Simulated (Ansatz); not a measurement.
Geometry relaxation, with input and output: As (part 3 of 3)

The same run, continued: As (slab, 4 atoms in the cell); DFT PBE+D3(BJ), scalar-relativistic, plane waves, PAW, no spin polarisation (Ansatz 0.2.0); cutoff 420 eV, 9×9×1 k-mesh, Gaussian smearing of 0.05 eV. The structure derives from an entry of the Crystallography Open Database. The input holds or restrains some coordinates. Forces given for the steps count only the free coordinates.

Geometry of the input (Å; fractional positions):
```
3.5716  0.0000  0.0000
-1.7858  3.0931  0.0000
0.0000  0.0000  20.2951
As 0.3333  0.6667  0.2217
As 0.6667  0.3333  0.2906
As 0.6667  0.3333  0.4641
As 0.3333  0.6667  0.5330
```

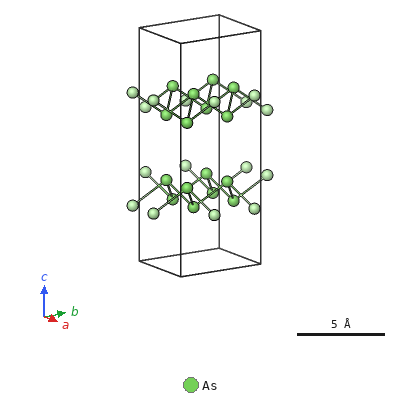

Fig. 1: The geometry at step 4 of the log (ball-and-stick view of the 2 × 2 repeat of the cell, with the vacuum cut short, seen slightly off an axis; neighbours outside the cell are drawn fainter).

**The program's output, continued**
```
SCF iter   1: F=—  HF=-19425.511023 eV  |F-HF|=—  |Δ(HF+E_count)|=         —  Δρ=2.03e-6  dr2=2.87e-8  ethr=4.77e-11  p=0.000 e·Å  D=1.43e-5 V/Å  ΔV_dip=-0.00 eV  dr2_dipole=3.72e-9  V_vac-E_F(+/−)=4.63/4.63 eV  ⟨swp⟩=1.0  Hψ=1152  notcnv=0
efield: sawtooth ramp at fractional position 0.8574 (handed on by an earlier solve), width 0.0400; the density the first Hamiltonian is built on has a dipole p = 0.000 e·Å; the dipole correction subtracts the counter field D = 1.43e-5 V/Å, which shifts the + side's vacuum level by -0.00 eV against the − side's; the planar-averaged density in the ramp window peaks in size at 9.3e-7 e/Å³
preconditioner: auto → Resta (q_TF=auto, 2.190 Å⁻¹)  ε∞=2.6  [insulator: Δε(μ)=1.278 eV  Ē_g=8.811 eV  σ=0.050 eV  W_gap=1.00  n_scr=44 (ndim 8)  ℏωp=11.1 eV  f_vac=0.532  D(μ)=0.00/eV (n_scr^D=0)  ε∞_Penn≈2.6  vacuum switching on, ρ_ref=5.6e-3 e/Å³]
SCF iter   2: F=—  HF=-19425.511003 eV  |F-HF|=—  |Δ(HF+E_count)|=   2.02e-5  Δρ=1.32e-6  dr2=2.56e-8  ethr=4.77e-11  p=-0.000 e·Å  D=-1.53e-6 V/Å  ΔV_dip=0.00 eV  dr2_dipole=1.75e-9  V_vac-E_F(+/−)=4.63/4.63 eV  ⟨swp⟩=3.0  Hψ=760  notcnv=0
SCF iter   3: F=-19425.511003 eV  HF=-19425.511003 eV  |F-HF|=2.48e-9  |Δ(HF+E_count)|=   1.93e-9  Δρ=7.96e-7  dr2=2.14e-9  ethr=1.50e-11  p=0.000 e·Å  D=4.76e-6 V/Å  ΔV_dip=-0.00 eV  dr2_dipole=1.17e-10  V_vac-E_F(+/−)=4.63/4.63 eV  ⟨swp⟩=2.9  Hψ=1349  notcnv=0
SCF 8 converged in 3 iterations: F = -19425.511003 eV  dr2 = 2.14e-9
relax step   8: F+E_penalty+E_count = -19425.51100281 eV  Δ(F+E_penalty+E_count) = -2.407e-8 eV  max|allowed force component| = 9.950e-4 eV/Å  Δτ_max = 0.0000 Å  (3 SCF iters, accepted)
SCF iter   1: F=—  HF=-19425.511004 eV  |F-HF|=—  |Δ(HF+E_count)|=         —  Δρ=2.48e-4  dr2=5.12e-5  ethr=9.73e-7  p=0.000 e·Å  D=4.76e-6 V/Å  ΔV_dip=-0.00 eV  dr2_dipole=9.54e-7  V_vac-E_F(+/−)=4.63/4.63 eV  ⟨swp⟩=2.7  Hψ=1019  notcnv=0  defer=19
efield: sawtooth ramp at fractional position 0.8574 (handed on by an earlier solve), width 0.0400; the density the first Hamiltonian is built on has a dipole p = 0.000 e·Å; the dipole correction subtracts the counter field D = 4.76e-6 V/Å, which shifts the + side's vacuum level by -0.00 eV against the − side's; the planar-averaged density in the ramp window peaks in size at 9.6e-7 e/Å³
preconditioner: auto → Resta (q_TF=auto, 2.190 Å⁻¹)  ε∞=2.6  [insulator: Δε(μ)=1.280 eV  Ē_g=8.811 eV  σ=0.050 eV  W_gap=1.00  n_scr=44 (ndim 8)  ℏωp=11.1 eV  f_vac=0.532  D(μ)=0.00/eV (n_scr^D=0)  ε∞_Penn≈2.6  vacuum switching on, ρ_ref=5.6e-3 e/Å³]
SCF iter   2: F=—  HF=-19425.510988 eV  |F-HF|=—  |Δ(HF+E_count)|=   1.57e-5  Δρ=1.30e-4  dr2=1.47e-5  ethr=8.53e-8  p=-0.000 e·Å  D=-2.30e-4 V/Å  ΔV_dip=0.00 eV  dr2_dipole=1.02e-6  V_vac-E_F(+/−)=4.63/4.63 eV  ⟨swp⟩=1.0  Hψ=528  notcnv=0  defer=19
SCF iter   3: F=—  HF=-19425.510993 eV  |F-HF|=—  |Δ(HF+E_count)|=   4.44e-6  Δρ=5.56e-5  dr2=1.67e-5  ethr=2.45e-8  p=0.000 e·Å  D=1.80e-4 V/Å  ΔV_dip=-0.00 eV  dr2_dipole=3.52e-6  V_vac-E_F(+/−)=4.62/4.63 eV  ⟨swp⟩=2.0  Hψ=489  notcnv=0  defer=19
SCF iter   4: F=—  HF=-19425.510992 eV  |F-HF|=—  |Δ(HF+E_count)|=   1.35e-6  Δρ=7.55e-6  dr2=1.81e-7  ethr=2.45e-8  p=-0.000 e·Å  D=-5.15e-5 V/Å  ΔV_dip=0.00 eV  dr2_dipole=5.40e-8  V_vac-E_F(+/−)=4.63/4.63 eV  ⟨swp⟩=2.0  Hψ=463  notcnv=0  defer=19
SCF iter   5: F=—  HF=-19425.511009 eV  |F-HF|=—  |Δ(HF+E_count)|=   1.74e-5  Δρ=4.44e-6  dr2=3.08e-7  ethr=3.02e-10  p=0.000 e·Å  D=1.14e-5 V/Å  ΔV_dip=-0.00 eV  dr2_dipole=3.13e-8  V_vac-E_F(+/−)=4.63/4.63 eV  ⟨swp⟩=2.0  Hψ=730  notcnv=0  defer=19
SCF iter   6: F=—  HF=-19425.511009 eV  |F-HF|=—  |Δ(HF+E_count)|=   2.57e-8  Δρ=1.44e-6  dr2=1.79e-8  ethr=3.02e-10  p=-0.000 e·Å  D=-1.08e-5 V/Å  ΔV_dip=0.00 eV  dr2_dipole=2.52e-9  V_vac-E_F(+/−)=4.63/4.63 eV  ⟨swp⟩=2.0  Hψ=475  notcnv=0  defer=19
SCF iter   7: F=-19425.511009 eV  HF=-19425.511009 eV  |F-HF|=1.28e-9  |Δ(HF+E_count)|=   2.30e-9  Δρ=5.74e-7  dr2=8.34e-10  ethr=1.50e-11  p=-0.000 e·Å  D=-1.51e-6 V/Å  ΔV_dip=0.00 eV  dr2_dipole=3.50e-11  V_vac-E_F(+/−)=4.63/4.63 eV  ⟨swp⟩=8.8  Hψ=1721  notcnv=0
SCF 9 converged in 7 iterations: F = -19425.511009 eV  dr2 = 8.34e-10
relax step   9: F+E_penalty+E_count = -19425.51100891 eV  Δ(F+E_penalty+E_count) = -6.096e-6 eV  max|allowed force component| = 3.537e-4 eV/Å  Δτ_max = 0.0067 Å  (7 SCF iters, accepted)
SCF converged after 7 iterations
Free energy (F): -19425.511009 eV
Harris-Foulkes:  -19425.511009 eV  (|F-HF|=1.28e-9)
Internal energy: -19425.511009 eV  (E = F + TS)
E sigma→0 (E₀):  -19425.511009 eV
Fermi energy:    1.182394 eV
Dipole field:    D = 0.000006 V/Å  (p = 0.000007 e·Å, saw-weighted, corrected)
Work function:   Φ+ = 4.6265 eV   Φ− = 4.6267 eV
Levels:          The Fermi level and band energies are counted from a zero that moves with the ramp; work functions are not
--- Per-component energies (eV) ---
  E_band       = -1480.620261
  E_kinetic    = 409.081244
  E_local      = -36846.155006  (includes V_loc(G=0)·N_el)
  E_nonlocal   = -2682.943117
  E_hartree    = 18511.182202
  E_xc         = -315.863722
  E_vxc        = -315.195158  (∫ρ·V_xc dr)
  E_paw        = -7338.211604  (= ΣΔE_a)
  E_vpaw       = 932.227745  (= ΣTr[D̂ρ^β])
  E_aug_tail   = 0.000028  (compensation charges beyond the density's cutoff)
  E_efield     = 0.000000  (sawtooth field / dipole correction)
  E_vefield    = -0.000058  (∫n·V_field dr)
  E_ewald      = 8838.413338
  E_disp       = -1.014373  (pairwise vdW)
  E_smearing   = -0.000000  (= −TS)
  E_closure    = -0.000000  (closes the sum)
  Σ components = -19425.511009   (vs F -19425.511009, Δ=0.00e0)
--- Forces (eV/Å), atoms counted from 1 ---
  atom   1  As    -0.00000000     0.00000000    -0.00038217
  atom   2  As     0.00000000    -0.00000000     0.00035374
  atom   3  As     0.00000000    -0.00000000    -0.00012844
  atom   4  As    -0.00000000     0.00000000     0.00015788
  max |Σ_I F_I| component: 9.99e-7 eV/Å
--- Band table (eV; the first three rows and the last of 12) ---
  k-point 0: bands = ["-34.6968", "-34.6968", "-34.6967", "-34.6967", "-34.6563", "-34.6563", "-34.6563", "-34.6563", "-34.6089", "-34.6085", "-34.5817", "-34.5817", "-34.5816", "-34.5816", "-34.5457", "-34.5454", "-34.5287", "-34.5287", "-34.5287", "-34.5287", "-13.1668", "-13.1306", "-6.9549", "-6.6457", "-0.6980", "0.3616", "0.5139", "0.5139", "0.5436", "0.5436", "2.4542", "2.8640", "3.9994", "3.9994", "4.0726", "4.0726"]
  k-point 1: bands = ["-34.6964", "-34.6963", "-34.6931", "-34.6931", "-34.6555", "-34.6554", "-34.6535", "-34.6535", "-34.6084", "-34.6080", "-34.5836", "-34.5835", "-34.5813", "-34.5813", "-34.5472", "-34.5469", "-34.5327", "-34.5326", "-34.5290", "-34.5289", "-12.9987", "-12.9623", "-6.9164", "-6.6247", "-0.9480", "-0.8069", "-0.5444", "0.1565", "0.1869", "0.4509", "3.0762", "3.3041", "4.0422", "4.3414", "4.3506", "4.4311"]
  k-point 2: bands = ["-34.6953", "-34.6953", "-34.6832", "-34.6832", "-34.6526", "-34.6525", "-34.6457", "-34.6457", "-34.6069", "-34.6066", "-34.5891", "-34.5890", "-34.5806", "-34.5804", "-34.5533", "-34.5530", "-34.5418", "-34.5417", "-34.5295", "-34.5295", "-12.5039", "-12.4669", "-6.9521", "-6.7278", "-2.6153", "-2.4344", "-0.5132", "-0.4820", "-0.4070", "0.4407", "2.2256", "2.5607", "4.7516", "4.8125", "4.9538", "5.1949"]
  k-point 11: bands = ["-34.6943", "-34.6943", "-34.6393", "-34.6393", "-34.6382", "-34.6382", "-34.6288", "-34.6287", "-34.6043", "-34.6041", "-34.6041", "-34.6041", "-34.6017", "-34.6016", "-34.5659", "-34.5653", "-34.5626", "-34.5625", "-34.5328", "-34.5327", "-9.5565", "-9.5020", "-9.4973", "-9.4642", "-4.0079", "-3.9587", "-1.9112", "-1.6417", "-1.5269", "-1.2958", "2.1709", "2.5952", "4.6272", "4.6370", "5.4422", "5.5914"]
--- Relaxed structure (9 steps of the walk, 8 accepted, 0 SCFs on fresh bases) ---
  F+E_penalty+E_count = -19425.51100891 eV   max|allowed force component| = 3.537e-4 eV/Å
  atoms:
    - { symbol: As, position: [0.3333333333333333, 0.6666666666666667, 0.2217281358] }
    - { symbol: As, position: [0.6666666666666667, 0.33333333333333337, 0.29059547515316364] }
    - { symbol: As, position: [0.6666666666666667, 0.33333333333333337, 0.48002293137137964] }
    - { symbol: As, position: [0.3333333333333333, 0.6666666666666667, 0.5488911366094281] }
```

**Trajectory as extended XYZ (Å, eV, eV/Å), 9 frames, from step=1 to step=9**
```
4
Lattice="3.5716 0.0000 0.0000 -1.7858 3.0931 0.0000 0.0000 0.0000 20.2951" Properties=species:S:1:pos:R:3:forces:R:3 step=1 energy=-19425.49126
As    0.0000    2.0621    4.5000    0.0000   0.0000  -0.0324
As    1.7858    1.0310    5.8976    0.0000   0.0000  -0.1127
As    1.7858    1.0310    9.4196    0.0000   0.0000   0.1127
As    0.0000    2.0621   10.8171    0.0000   0.0000   0.0324
4
Lattice="3.5716 0.0000 0.0000 -1.7858 3.0931 0.0000 0.0000 0.0000 20.2951" Properties=species:S:1:pos:R:3:forces:R:3 step=2 energy=-19425.50717
As    0.0000    2.0621    4.5000    0.0000   0.0000  -0.2078
As    1.7858    1.0310    5.8823    0.0000   0.0000   0.1701
As    1.7858    1.0310    9.6134    0.0000   0.0000  -0.0442
As    0.0000    2.0621   11.0054    0.0000   0.0000   0.0820
4
Lattice="3.5716 0.0000 0.0000 -1.7858 3.0931 0.0000 0.0000 0.0000 20.2951" Properties=species:S:1:pos:R:3:forces:R:3 step=3 energy=-19425.51065
As    0.0000    2.0621    4.5000    0.0000   0.0000  -0.0173
As    1.7858    1.0310    5.8966    0.0000   0.0000   0.0030
As    1.7858    1.0310    9.6916    0.0000   0.0000   0.0063
As    0.0000    2.0621   11.0889    0.0000   0.0000   0.0080
4
Lattice="3.5716 0.0000 0.0000 -1.7858 3.0931 0.0000 0.0000 0.0000 20.2951" Properties=species:S:1:pos:R:3:forces:R:3 step=4 energy=-19425.51065
As    0.0000    2.0621    4.5000    0.0000   0.0000  -0.0172
As    1.7858    1.0310    5.8966    0.0000   0.0000   0.0029
As    1.7858    1.0310    9.6916    0.0000   0.0000   0.0064
As    0.0000    2.0621   11.0889    0.0000   0.0000   0.0079
4
Lattice="3.5716 0.0000 0.0000 -1.7858 3.0931 0.0000 0.0000 0.0000 20.2951" Properties=species:S:1:pos:R:3:forces:R:3 step=5 energy=-19425.51098
As    0.0000    2.0621    4.5000    0.0000   0.0000   0.0070
As    1.7858    1.0310    5.8983    0.0000   0.0000  -0.0107
As    1.7858    1.0310    9.7289    0.0000   0.0000   0.0059
As    0.0000    2.0621   11.1269    0.0000   0.0000  -0.0022
4
Lattice="3.5716 0.0000 0.0000 -1.7858 3.0931 0.0000 0.0000 0.0000 20.2951" Properties=species:S:1:pos:R:3:forces:R:3 step=6 energy=-19425.51097 accepted=F
As    0.0000    2.0621    4.5000    0.0000   0.0000  -0.0305
As    1.7858    1.0310    5.8953    0.0000   0.0000   0.0310
As    1.7858    1.0310    9.7426    0.0000   0.0000  -0.0125
As    0.0000    2.0621   11.1394    0.0000   0.0000   0.0119
4
Lattice="3.5716 0.0000 0.0000 -1.7858 3.0931 0.0000 0.0000 0.0000 20.2951" Properties=species:S:1:pos:R:3:forces:R:3 step=7 energy=-19425.51100
As    0.0000    2.0621    4.5000    0.0000   0.0000  -0.0019
As    1.7858    1.0310    5.8976    0.0000   0.0000   0.0001
As    1.7858    1.0310    9.7355    0.0000   0.0000   0.0008
As    0.0000    2.0621   11.1331    0.0000   0.0000   0.0010
4
Lattice="3.5716 0.0000 0.0000 -1.7858 3.0931 0.0000 0.0000 0.0000 20.2951" Properties=species:S:1:pos:R:3:forces:R:3 step=8 energy=-19425.51100
As    0.0000    2.0621    4.5000    0.0000   0.0000  -0.0019
As    1.7858    1.0310    5.8976    0.0000   0.0000   0.0001
As    1.7858    1.0310    9.7355    0.0000   0.0000   0.0008
As    0.0000    2.0621   11.1331    0.0000   0.0000   0.0010
4
Lattice="3.5716 0.0000 0.0000 -1.7858 3.0931 0.0000 0.0000 0.0000 20.2951" Properties=species:S:1:pos:R:3:forces:R:3 step=9 energy=-19425.51101
As    0.0000    2.0621    4.5000    0.0000   0.0000  -0.0004
As    1.7858    1.0310    5.8977    0.0000   0.0000   0.0004
As    1.7858    1.0310    9.7421    0.0000   0.0000  -0.0001
As    0.0000    2.0621   11.1398    0.0000   0.0000   0.0002
```

**Key numbers**

- outcome: converged under the restraints of the input
- electrons treated: 60
- free energy: −19425.5110 eV
- work function, top face: 4.63 eV
- work function, bottom face: 4.63 eV
- Fermi energy: 1.182 eV
- gap on the k-point mesh: 1.28 eV
- final volume: 224.21 Å³
- work function (upper face): 4.63 eV
- largest force (length of the vector) at the end, held atoms and coordinates included: under 0.001 eV/Å
- hardware: 4 threads of Arm Neoverse V2, 24 GiB of memory available, shared host
- wall time: 16 s (CPU time 58 s)
- peak memory: 0.52 GiB
